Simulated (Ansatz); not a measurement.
**Zn₈O₇: geometry relaxation (part 3 of 3)**

Zn₈O₇ (defect cell, 15 atoms in the cell); DFT HSE06, scalar-relativistic, plane waves, PAW, no spin polarisation (Ansatz 0.2.0); cutoff 420 eV, 2×2×2 k-mesh, Gaussian smearing of 0.01 eV. The structure derives from a Materials Project entry. It belongs to a series of runs on one base structure; here: O vacancy (site b), charge +0, atoms relaxed at the host's cell.

Geometry of the input (Å; fractional positions):
```
0.0000  0.0000  -5.2221
6.4990  0.0000  0.0000
-3.2495  -5.6283  0.0000
Zn 0.4863  0.1627  0.3287
Zn 0.5001  0.6667  0.3333
Zn 0.5001  0.1667  0.8333
Zn 0.5001  0.6667  0.8333
Zn 0.0178  0.8418  0.1590
Zn 0.0084  0.3299  0.1600
Zn 0.0001  0.8333  0.6667
Zn 0.0000  0.3352  0.6655
O  0.1196  0.6667  0.3333
O  0.1196  0.1667  0.8333
O  0.1196  0.6667  0.8333
O  0.6196  0.8333  0.1667
O  0.6196  0.3333  0.1667
O  0.6196  0.8333  0.6667
O  0.6196  0.3333  0.6667
```

## Output, continued
```
  k-point 2: bands = ["-13.4228", "-13.3249", "-13.0481", "-13.0022", "-12.8756", "-12.8427", "-12.8040", "-1.3816", "-1.2613", "-1.2290", "-1.1663", "-1.1623", "-1.1025", "-1.0562", "-1.0452", "-1.0113", "-0.9453", "-0.9379", "-0.9115", "-0.8471", "-0.8316", "-0.7890", "-0.7528", "-0.7333", "-0.6852", "-0.6587", "-0.6286", "-0.6088", "-0.5182", "-0.4911", "-0.4839", "-0.4137", "-0.4018", "-0.3992", "-0.3530", "-0.3141", "-0.2528", "-0.2197", "-0.1809", "-0.1423", "-0.1152", "0.0119", "0.0217", "0.0693", "0.1621", "0.2197", "0.2708", "1.0541", "1.3210", "1.5468", "1.5935", "1.7233", "2.2760", "2.5784", "2.6191", "2.6782", "2.8362", "3.0556", "3.2427", "3.4047", "4.0003", "4.0081", "4.1169", "4.1936", "4.5792", "4.5891", "4.9783", "5.1141", "6.4824", "9.1258", "11.1694", "12.0520", "12.1390", "12.9436", "14.3586", "14.7403", "15.0507", "15.2590", "15.3158", "15.6685", "15.9832", "16.3135", "16.7090", "17.0765"]
  k-point 7: bands = ["-13.1854", "-13.1631", "-13.1331", "-13.0128", "-12.9439", "-12.9374", "-12.9019", "-1.4021", "-1.3533", "-1.2980", "-1.2382", "-1.2142", "-1.2098", "-1.1512", "-1.1031", "-1.0899", "-1.0573", "-1.0513", "-1.0057", "-0.9978", "-0.8711", "-0.8440", "-0.8319", "-0.8292", "-0.7712", "-0.7502", "-0.6860", "-0.6462", "-0.6448", "-0.6135", "-0.5844", "-0.5072", "-0.4504", "-0.3940", "-0.3627", "-0.3046", "-0.3022", "-0.2694", "-0.1809", "-0.0834", "-0.0599", "-0.0548", "-0.0026", "0.0259", "0.0688", "0.0894", "0.1107", "1.0650", "1.5958", "1.7678", "1.9709", "2.1105", "2.4950", "2.7811", "2.9204", "3.1772", "3.2674", "3.3317", "3.7399", "4.0863", "4.1730", "4.2119", "4.2345", "4.2880", "4.3319", "4.5335", "4.5641", "4.6193", "6.6692", "10.2957", "10.4015", "11.6560", "12.1777", "13.1697", "13.5833", "13.8129", "14.0388", "15.4951", "15.8688", "16.3855", "16.4414", "16.4527", "16.9628", "17.0649"]
--- Relaxed structure (5 steps of the walk, 5 accepted, 0 SCFs on fresh bases) ---
  F+E_penalty+E_count = -30524.76992100 eV   max|allowed force component| = 1.742e-2 eV/Å
  atoms:
    - { symbol: Zn, position: [0.4607430377765555, 0.16679472107803128, 0.33207370719203705] }
    - { symbol: Zn, position: [0.5045839307288794, 0.6662894340193757, 0.3306266336757225] }
    - { symbol: Zn, position: [0.5048247040700112, 0.16802478970131351, 0.8325403655446851] }
    - { symbol: Zn, position: [0.5046502550608831, 0.6663103612974569, 0.8327134464793865] }
    - { symbol: Zn, position: [0.006876444181880977, 0.8539116106028244, 0.17562322001968075] }
    - { symbol: Zn, position: [0.006605012211183558, 0.323822437081254, 0.1749645331469301] }
    - { symbol: Zn, position: [0.004124399746316253, 0.8334719741808325, 0.6655690885821918] }
    - { symbol: Zn, position: [0.006513793817103565, 0.3232561687364442, 0.6452049617014901] }
    - { symbol: O, position: [0.12004285039067965, 0.6650365027710411, 0.32826878280356] }
    - { symbol: O, position: [0.12024916111083825, 0.17065905169730902, 0.8338476789769008] }
    - { symbol: O, position: [0.12003451116719495, 0.6646361585358769, 0.8339826568401937] }
    - { symbol: O, position: [0.623110993871466, 0.8407169197509937, 0.16887030074579393] }
    - { symbol: O, position: [0.6227774844323595, 0.3300075689567603, 0.16894392976463385] }
    - { symbol: O, position: [0.6221087521469699, 0.8334147751430261, 0.6652392480725886] }
    - { symbol: O, position: [0.6228216980876776, 0.33002507194746067, 0.6581759430542053] }
```

## Trajectory as extended XYZ (Å, eV, eV/Å), 5 frames, from step=1 to step=5
```
15
Lattice="0.0000 0.0000 -5.2221 6.4990 0.0000 0.0000 -3.2495 -5.6283 0.0000" Properties=species:S:1:pos:R:3:forces:R:3 step=1 energy=-30524.53985
Zn   -0.0105   -1.8501   -2.5393    0.0605  -0.1404   0.4122
Zn    3.2495   -1.8761   -2.6115    0.0249  -0.0134  -0.1287
Zn   -1.6248   -4.6903   -2.6115   -0.0405   0.0297  -0.1218
Zn    1.6248   -4.6903   -2.6115    0.0352   0.0153  -0.2042
Zn    4.9542   -0.8951   -0.0931    0.3036  -1.2476   0.4727
Zn    1.6243   -0.9008   -0.0436   -0.4895  -0.8223   0.2656
Zn    3.2495   -3.7522   -0.0004    0.0835   0.2362   0.1318
Zn    0.0159   -3.7457   -0.0002   -0.2027   0.7281  -0.0527
O     3.2495   -1.8761   -0.6246    0.1592   0.2858   0.0988
O    -1.6248   -4.6903   -0.6246    0.2223   0.3058  -0.0158
O     1.6248   -4.6903   -0.6246   -0.1181   0.4094  -0.0918
O     4.8743   -0.9381   -3.2357    0.0472   0.0822  -0.4249
O     1.6248   -0.9381   -3.2357   -0.0906   0.0098  -0.2604
O     3.2495   -3.7522   -3.2357   -0.0148  -0.0629  -0.0001
O     0.0000   -3.7522   -3.2357    0.0199   0.1842  -0.0808
15
Lattice="0.0000 0.0000 -5.2221 6.4990 0.0000 0.0000 -3.2495 -5.6283 0.0000" Properties=species:S:1:pos:R:3:forces:R:3 step=2 energy=-30524.69964
Zn   -0.0073   -1.8509   -2.4871    0.0532  -0.1295   0.2187
Zn    3.2512   -1.8684   -2.6213    0.0107  -0.0024  -0.0934
Zn   -1.6193   -4.6875   -2.6174   -0.0131   0.0153  -0.0867
Zn    1.6218   -4.6888   -2.6163    0.0100   0.0092  -0.1209
Zn    4.9913   -0.9466   -0.0858    0.0477  -0.6575   0.3737
Zn    1.5738   -0.9404   -0.0500   -0.2139  -0.4381   0.2236
Zn    3.2519   -3.7439   -0.0051    0.0257   0.0908   0.0501
Zn    0.0135   -3.6854   -0.0179   -0.1181   0.3132  -0.0186
O     3.2477   -1.8596   -0.6243    0.1408   0.1057   0.0434
O    -1.6124   -4.6972   -0.6186    0.0871   0.2464  -0.0583
O     1.6151   -4.7048   -0.6142   -0.0075   0.3157  -0.1225
O     4.8910   -0.9414   -3.2418    0.0430   0.0115  -0.3001
O     1.6105   -0.9417   -3.2434   -0.0708  -0.0135  -0.1552
O     3.2501   -3.7508   -3.2382   -0.0016  -0.0125   0.0248
O     0.0021   -3.7306   -3.2465    0.0068   0.1462   0.0210
15
Lattice="0.0000 0.0000 -5.2221 6.4990 0.0000 0.0000 -3.2495 -5.6283 0.0000" Properties=species:S:1:pos:R:3:forces:R:3 step=3 energy=-30524.76515
Zn    0.0002   -1.8635   -2.4197    0.0279  -0.0511   0.0508
Zn    3.2554   -1.8612   -2.6365   -0.0111  -0.0135   0.0095
Zn   -1.6138   -4.6862   -2.6335   -0.0066  -0.0012   0.0076
Zn    1.6203   -4.6894   -2.6354    0.0065   0.0064   0.0270
Zn    5.0010   -0.9886   -0.0526   -0.0902  -0.0783   0.1097
Zn    1.5386   -0.9784   -0.0396    0.0066  -0.0428   0.0718
Zn    3.2535   -3.7371   -0.0152   -0.0243  -0.0713  -0.0290
Zn    0.0056   -3.6279   -0.0328   -0.0134  -0.0362  -0.0155
O     3.2523   -1.8497   -0.6269    0.0585   0.0510   0.0075
O    -1.6032   -4.6954   -0.6242    0.0026   0.0708  -0.0091
O     1.6067   -4.7023   -0.6209    0.0486   0.1054  -0.0454
O     4.9160   -0.9543   -3.2483   -0.0365   0.0318  -0.1242
O     1.5919   -0.9526   -3.2457    0.0315   0.0240  -0.0745
O     3.2522   -3.7474   -3.2453    0.0032   0.0104   0.0118
O     0.0042   -3.7037   -3.2510   -0.0034  -0.0054   0.0022
15
Lattice="0.0000 0.0000 -5.2221 6.4990 0.0000 0.0000 -3.2495 -5.6283 0.0000" Properties=species:S:1:pos:R:3:forces:R:3 step=4 energy=-30524.76992
Zn    0.0049   -1.8690   -2.4061    0.0044   0.0039  -0.0042
Zn    3.2559   -1.8609   -2.6350   -0.0024  -0.0006   0.0005
Zn   -1.6134   -4.6858   -2.6363    0.0034  -0.0034   0.0058
Zn    1.6245   -4.6868   -2.6354   -0.0041   0.0012   0.0057
Zn    4.9789   -0.9885   -0.0359   -0.0039   0.0066  -0.0052
Zn    1.5360   -0.9848   -0.0345   -0.0016  -0.0050  -0.0008
Zn    3.2540   -3.7460   -0.0215   -0.0036   0.0044   0.0053
Zn    0.0042   -3.6314   -0.0340    0.0073  -0.0039  -0.0106
O     3.2554   -1.8476   -0.6269    0.0006  -0.0036  -0.0038
O    -1.6005   -4.6932   -0.6280   -0.0075   0.0021   0.0031
O     1.6095   -4.6939   -0.6268    0.0127   0.0000  -0.0036
O     4.9151   -0.9505   -3.2540    0.0149  -0.0121   0.0059
O     1.5957   -0.9509   -3.2522   -0.0173  -0.0045  -0.0009
O     3.2547   -3.7442   -3.2487    0.0037  -0.0028   0.0041
O     0.0061   -3.7044   -3.2525   -0.0068   0.0174  -0.0010
15
Lattice="0.0000 0.0000 -5.2221 6.4990 0.0000 0.0000 -3.2495 -5.6283 0.0000" Properties=species:S:1:pos:R:3:forces:R:3 step=5 energy=-30524.76992
Zn    0.0049   -1.8690   -2.4061    0.0044   0.0040  -0.0043
Zn    3.2559   -1.8609   -2.6350   -0.0024  -0.0006   0.0005
Zn   -1.6134   -4.6858   -2.6363    0.0034  -0.0034   0.0058
Zn    1.6245   -4.6868   -2.6354   -0.0041   0.0012   0.0057
Zn    4.9789   -0.9885   -0.0359   -0.0037   0.0066  -0.0054
Zn    1.5360   -0.9848   -0.0345   -0.0016  -0.0049  -0.0008
Zn    3.2540   -3.7460   -0.0215   -0.0036   0.0045   0.0053
Zn    0.0042   -3.6314   -0.0340    0.0073  -0.0039  -0.0106
O     3.2554   -1.8476   -0.6269    0.0006  -0.0036  -0.0038
O    -1.6005   -4.6932   -0.6280   -0.0075   0.0021   0.0031
O     1.6095   -4.6939   -0.6268    0.0127   0.0000  -0.0036
O     4.9151   -0.9505   -3.2540    0.0149  -0.0121   0.0059
O     1.5957   -0.9509   -3.2522   -0.0173  -0.0045  -0.0010
O     3.2547   -3.7442   -3.2487    0.0037  -0.0028   0.0041
O     0.0061   -3.7044   -3.2525   -0.0068   0.0174  -0.0010
```

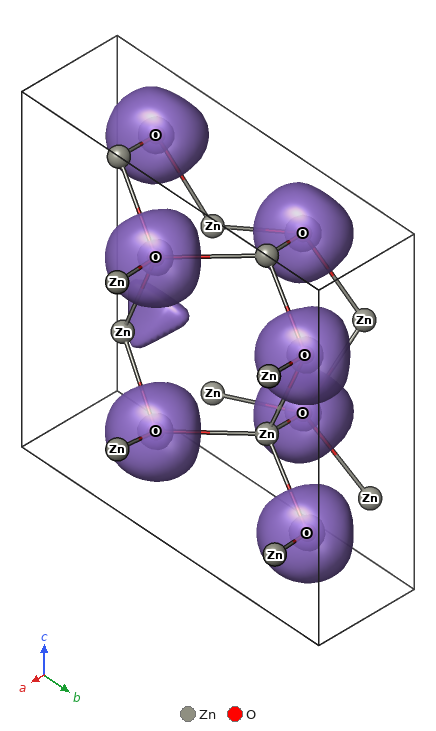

**Figure 1.** Isosurface of the ELF at 0.65 (purple), seen slightly off an axis. Only the valence region is drawn (cores and ρ < 0.01 e/Å³ removed). Sticks mark near contacts. The outline is the calculation cell. Values along the shortest contacts: Zn–O (1.98 Å): the ELF is about 0.25 at the midpoint. Zn–O (2.02 Å): the ELF is about 0.25 at the midpoint. Core electrons are frozen (PAW), so the fields are smoothed inside the atomic spheres.

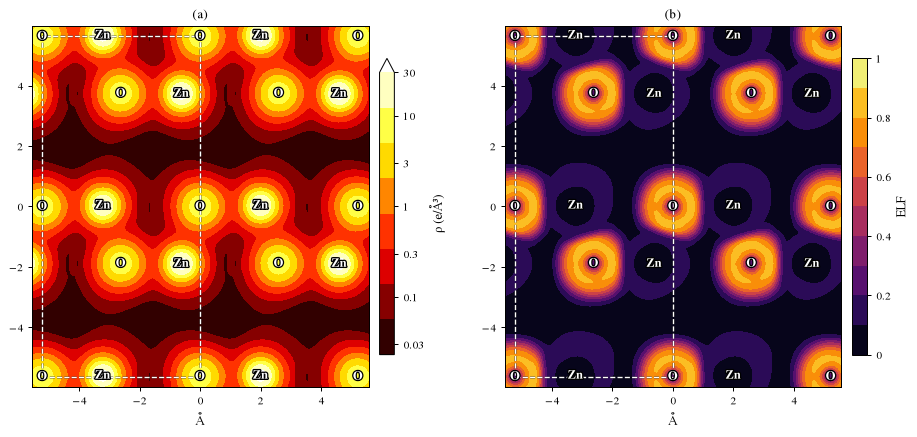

**Figure 2.** (a) valence pseudo-density; (b) electron localisation function on the (011) plane of the calculation cell. The plane passes through Zn and O nuclei. Zn–O (2.01 Å): the density is about 0.55 e/Å³ at the midpoint; the ELF is about 0.25 at the midpoint. Zn–O (2.01 Å): ρ is about 0.55 e/Å³ halfway; the ELF is about 0.25 at the midpoint. Away from the nuclei the density in this plane falls to 0.02 e/Å³ at its lowest.

## Results in brief

```json
{"quantity": "outcome", "value": "converged"}
{"quantity": "electrons treated", "value": "138"}
{"quantity": "free energy", "value": "−30524.7699 eV"}
{"quantity": "Fermi energy", "value": "7.897 eV"}
{"quantity": "gap on the k-point mesh", "value": "2.45 eV"}
{"quantity": "final volume", "value": "191.02 Å³"}
{"quantity": "largest force (length of the vector) at the end", "value": "0.020 eV/Å"}
{"quantity": "wall time", "value": "1.9 min (CPU time 12 min)"}
{"quantity": "peak memory", "value": "2.5 GiB"}
```
